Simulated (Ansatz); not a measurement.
## Geometry relaxation of Sc8H (part 2 of 2)

The same run, continued: Sc8H (9 atoms in the cell); DFT PBE, scalar-relativistic, plane waves, PAW, no spin polarisation (Ansatz 0.2.0); cutoff 420 eV, 4×4×4 k-mesh, Gaussian smearing of 0.1 eV. The structure derives from a Materials Project entry. It belongs to a series of runs on one base structure; here: 1 H put on empty site 2 of 8 host cells, relaxed.

Geometry of the input (Å; fractional positions):
```
6.5312  0.1138  0.0260
3.1650  5.7142  0.0366
3.2142  1.9219  5.3548
Sc 0.0000  0.0000  0.0000
Sc 0.0000  0.0000  0.5000
Sc -0.0000  0.5000  0.0000
Sc 0.0000  0.5000  0.5000
Sc 0.5000  0.0000  0.0000
Sc 0.5000  -0.0000  0.5000
Sc 0.5000  0.5000  0.0000
Sc 0.5000  0.5000  0.5000
H  0.1250  0.1250  0.1250
```

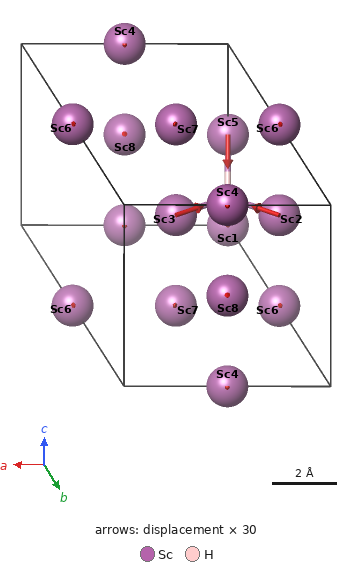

Figure 1. The starting structure with the displacements (without the part carried along by the change of the cell) as red arrows, magnified 30 times (ball-and-stick view of the reduced cell, seen at an oblique angle). The largest moves relative to the cell, 0.037 Å, are those of Sc1, Sc2, Sc3 and Sc5. H stays in place. Cell: a = b = c 6.532 → 6.575 Å (+0.7 %). Volume +2.0 %. Among the contacts that change: Sc1–H9 2.000 → 1.976 Å. The space group stays F-43m (No. 216). Over 2 geometry steps the energy falls by 4.7 meV per atom. Largest force component: 0.39 eV/Å at the start, 0.023 eV/Å at the end. Pressure: 1.07 GPa at the start and 0.14 GPa at the end. The line search rejected the trial step at point 1 (counted from 0) and went back. A last SCF at the same geometry on a re-selected plane-wave basis shifts the energy by −0.1 meV per atom. (Atoms are counted from 1 in the order of the input.)

```
basis re-selected at this cell: Δ(F+E_penalty+E_count) = -8.340e-4 eV, ΔP = +0.000 GPa vs the last step (what re-selecting the basis moved, of the pressure what is left beyond the Pulay correction that the steps carried, after the strain that the cell walked since its last selection, with what the two solves' SCF thresholds leave and, on support functions, any second-order correction that the steps lacked; it is no measure of the basis error at this ecutwfc). This SCF's stress stands 1.49e-1 GPa from its target on what of the cell is left free (relax.cell.stress_tol is 2.40e-1 GPa) and its largest allowed force component is 2.34e-2 eV/Å (relax.f_tol is 3.25e-2 eV/Å): within both
SCF converged after 4 iterations
Free energy (F): -17102.887840 eV
Harris-Foulkes:  -17102.887840 eV  (|F-HF|=1.69e-9)
Internal energy: -17102.801719 eV  (E = F + TS)
E sigma→0 (E₀):  -17102.844779 eV
Entropy (-TS):   -0.086120 eV (-9.569 meV/atom)
Fermi energy:    9.165646 eV
--- Per-component energies (eV) ---
  E_band       = -1364.427373
  E_kinetic    = 2097.493028
  E_local      = -6810.093005  (includes V_loc(G=0)·N_el)
  E_nonlocal   = 666.067955
  E_hartree    = 2326.544268
  E_xc         = -841.982361
  E_vxc        = -1042.601816  (∫ρ·V_xc dr)
  E_paw        = -7644.008810  (= ΣΔE_a)
  E_vpaw       = -928.380961  (= ΣTr[D̂ρ^β])
  E_aug_tail   = -0.001224  (compensation charges beyond the density's cutoff)
  E_ewald      = -6896.821569
  E_smearing   = -0.086120  (= −TS)
  E_closure    = -0.000000  (closes the sum)
  Σ components = -17102.887840   (vs F -17102.887840, Δ=0.00e0)
--- Forces (eV/Å), atoms counted from 1 ---
  atom   1  Sc    -0.01201016    -0.00720967    -0.00500913
  atom   2  Sc    -0.00008960    -0.00008481     0.01504404
  atom   3  Sc    -0.00022531     0.01420788    -0.00498387
  atom   4  Sc    -0.01935574     0.01057063     0.00780860
  atom   5  Sc     0.01242134    -0.00684575    -0.00501634
  atom   6  Sc     0.00026946    -0.02207170     0.00774915
  atom   7  Sc     0.00015434     0.00013736    -0.02339362
  atom   8  Sc     0.01891771     0.01135195     0.00783003
  atom   9  H     -0.00008071    -0.00005457    -0.00002715
  max |Σ_I F_I| component: 1.72e-6 eV/Å
--- Stress (GPa, compression-positive) ---
        0.142502       0.003166      -0.005392
        0.003166       0.139047      -0.003476
       -0.005392      -0.003476       0.141140
  P = ⅓ Tr σ = 0.1409 GPa (1.409 kbar)
--- Band table (eV; the first three rows and the last of 36) ---
  k-point 0: bands = ["-40.3357", "-40.2814", "-40.2799", "-40.2799", "-40.2799", "-40.2622", "-40.2622", "-40.2621", "-19.1839", "-19.1264", "-19.1232", "-19.1232", "-19.1232", "-19.0956", "-19.0956", "-18.9017", "-18.9017", "-18.9014", "-18.8810", "-18.8810", "-18.8807", "-18.8205", "-18.8205", "-18.8204", "-18.7997", "-18.7995", "-18.7984", "-18.7982", "-18.7982", "-18.7569", "-18.7569", "-18.7569", "2.8510", "5.0312", "7.4151", "7.4151", "7.4151", "7.6448", "7.6449", "7.6454", "8.0301", "8.5642", "8.5647", "8.9978", "9.3335", "9.3336", "9.3337", "10.4288", "10.5026", "10.5028", "10.5048", "10.5838", "10.5865", "10.6192"]
  k-point 1: bands = ["-40.3277", "-40.2887", "-40.2781", "-40.2773", "-40.2773", "-40.2648", "-40.2648", "-40.2647", "-19.1555", "-19.1021", "-19.0998", "-19.0998", "-19.0750", "-19.0713", "-19.0713", "-18.9198", "-18.9069", "-18.9068", "-18.8805", "-18.8805", "-18.8689", "-18.8535", "-18.8368", "-18.8367", "-18.8238", "-18.8237", "-18.8118", "-18.8105", "-18.7960", "-18.7958", "-18.7639", "-18.7639", "3.0369", "5.1688", "6.9247", "7.6272", "7.6273", "7.7525", "7.7688", "7.7692", "8.1614", "8.7083", "8.7088", "8.9642", "9.1250", "9.1253", "9.3867", "9.9776", "10.3099", "10.3573", "10.3587", "10.4246", "10.4507", "10.4531"]
  k-point 2: bands = ["-40.3101", "-40.3064", "-40.2733", "-40.2718", "-40.2718", "-40.2704", "-40.2704", "-40.2697", "-19.1210", "-19.0742", "-19.0596", "-19.0595", "-19.0544", "-19.0544", "-18.9662", "-18.9419", "-18.9183", "-18.9015", "-18.9014", "-18.9009", "-18.8977", "-18.8977", "-18.8564", "-18.8563", "-18.8503", "-18.8502", "-18.8406", "-18.8389", "-18.7819", "-18.7818", "-18.7797", "-18.7796", "3.2509", "5.4405", "6.2512", "7.8885", "7.8890", "7.9305", "7.9599", "7.9605", "8.3299", "8.8705", "8.8710", "8.8791", "8.9006", "8.9012", "9.5958", "9.8443", "9.9099", "9.9567", "9.9692", "9.9707", "10.0271", "10.0285"]
  k-point 35: bands = ["-40.3101", "-40.3064", "-40.2733", "-40.2718", "-40.2718", "-40.2704", "-40.2704", "-40.2697", "-19.1210", "-19.0743", "-19.0596", "-19.0595", "-19.0544", "-19.0544", "-18.9662", "-18.9419", "-18.9183", "-18.9015", "-18.9014", "-18.9009", "-18.8977", "-18.8976", "-18.8564", "-18.8563", "-18.8503", "-18.8502", "-18.8406", "-18.8389", "-18.7819", "-18.7818", "-18.7797", "-18.7796", "3.2509", "5.4405", "6.2512", "7.8885", "7.8890", "7.9305", "7.9599", "7.9606", "8.3299", "8.8705", "8.8709", "8.8791", "8.9006", "8.9011", "9.5958", "9.8442", "9.9098", "9.9567", "9.9692", "9.9707", "10.0270", "10.0285"]
--- Relaxed structure (3 steps of the walk, 2 accepted, 1 SCFs on fresh bases) ---
  F+E_penalty+E_count = -17102.88783968 eV   max|allowed force component| = 2.339e-2 eV/Å   (the final SCF, on the basis selected at the relaxed cell)
  cell:  # Å, volume = 201.0143 Å³
    - [6.573845302546287, 0.11502138729937675, 0.025331886989150766]
    - [3.1860939357302605, 5.751276398791785, 0.035973522635840555]
    - [3.234649399433895, 1.9341417759774981, 5.3890282165982075]
  atoms:
    - { symbol: Sc, position: [0.002289674894218824, 0.002290145480177784, 0.002302381404064054] }
    - { symbol: Sc, position: [0.00229021855903655, 0.0022899580737597014, 0.4931183122186898] }
    - { symbol: Sc, position: [0.002302447326696386, 0.4931183444395175, 0.0022899335775507738] }
    - { symbol: Sc, position: [-0.0007688346835395266, 0.5002447587583941, 0.5002616177306586] }
    - { symbol: Sc, position: [0.4931182820010561, 0.0023025435995832778, 0.002290283703284519] }
    - { symbol: Sc, position: [0.5002448078346059, -0.0007689856369037518, 0.5002621788752581] }
    - { symbol: Sc, position: [0.5002616093707566, 0.5002621242404677, -0.0007688728073516771] }
    - { symbol: Sc, position: [0.5002616309679024, 0.5002611249656801, 0.5002443175161222] }
    - { symbol: H, position: [0.12500016372926603, 0.12499998607932364, 0.12499984778172372] }
```

## Trajectory as extended XYZ (Å, eV, eV/Å), 4 frames, from step=1 to step=4
```
9
Lattice="6.5312 0.1138 0.0260 3.1650 5.7142 0.0366 3.2142 1.9219 5.3548" Properties=species:S:1:pos:R:3:forces:R:3 step=1 energy=-17102.84490 pressure_GPa=1.07
Sc    0.0000    0.0000    0.0000    0.3189   0.1914   0.1337
Sc    1.6071    0.9610    2.6774    0.0014   0.0016  -0.3949
Sc    1.5825    2.8571    0.0183    0.0061  -0.3728   0.1301
Sc    3.1896    3.8181    2.6957   -0.0499   0.0270   0.0202
Sc    3.2656    0.0569    0.0130   -0.3261   0.1799   0.1312
Sc    4.8727    1.0179    2.6904    0.0005  -0.0567   0.0201
Sc    4.8481    2.9140    0.0313    0.0006   0.0005  -0.0602
Sc    6.4552    3.8750    2.7087    0.0487   0.0292   0.0199
H     1.6138    0.9687    0.6772   -0.0002  -0.0002  -0.0001
9
Lattice="6.6486 0.1166 0.0252 3.2225 5.8165 0.0359 3.2711 1.9559 5.4499" Properties=species:S:1:pos:R:3:forces:R:3 step=2 energy=-17102.54246 pressure_GPa=-0.44 accepted=F
Sc    0.1245    0.0747    0.0522   -1.1666  -0.7003  -0.4886
Sc    1.6361    0.9786    2.5708   -0.0055  -0.0060   1.4451
Sc    1.6137    2.7627    0.0688   -0.0219   1.3642  -0.4764
Sc    3.2400    3.8899    2.7457    0.0282  -0.0151  -0.0115
Sc    3.1969    0.1286    0.0638    1.1937  -0.6581  -0.4802
Sc    4.9598    1.0285    2.7404   -0.0001   0.0320  -0.0114
Sc    4.9357    2.9667    0.0223   -0.0004  -0.0003   0.0340
Sc    6.5778    3.9485    2.7582   -0.0275  -0.0165  -0.0111
H     1.6428    0.9861    0.6889    0.0002   0.0002   0.0001
9
Lattice="6.5738 0.1150 0.0253 3.1861 5.7513 0.0360 3.2346 1.9341 5.3890" Properties=species:S:1:pos:R:3:forces:R:3 step=3 energy=-17102.88701 pressure_GPa=0.14
Sc    0.0298    0.0179    0.0125   -0.0121  -0.0073  -0.0050
Sc    1.6174    0.9672    2.6576   -0.0001  -0.0001   0.0152
Sc    1.5937    2.8408    0.0301   -0.0002   0.0143  -0.0050
Sc    3.2069    3.8445    2.7139   -0.0194   0.0106   0.0078
Sc    3.2564    0.0744    0.0249    0.0125  -0.0069  -0.0051
Sc    4.9043    1.0207    2.7086    0.0003  -0.0221   0.0077
Sc    4.8800    2.9332    0.0265    0.0002   0.0001  -0.0234
Sc    6.5006    3.9022    2.7265    0.0189   0.0114   0.0078
H     1.6243    0.9751    0.6813   -0.0001  -0.0001   0.0000
9
Lattice="6.5738 0.1150 0.0253 3.1861 5.7513 0.0360 3.2346 1.9341 5.3890" Properties=species:S:1:pos:R:3:forces:R:3 step=4 energy=-17102.88784 pressure_GPa=0.14
Sc    0.0298    0.0179    0.0125   -0.0120  -0.0072  -0.0050
Sc    1.6174    0.9672    2.6576   -0.0001  -0.0001   0.0150
Sc    1.5937    2.8408    0.0301   -0.0002   0.0142  -0.0050
Sc    3.2069    3.8445    2.7139   -0.0194   0.0106   0.0078
Sc    3.2564    0.0744    0.0249    0.0124  -0.0068  -0.0050
Sc    4.9043    1.0207    2.7086    0.0003  -0.0221   0.0077
Sc    4.8800    2.9332    0.0265    0.0002   0.0001  -0.0234
Sc    6.5006    3.9022    2.7265    0.0189   0.0114   0.0078
H     1.6243    0.9751    0.6813   -0.0001  -0.0001   0.0000
```
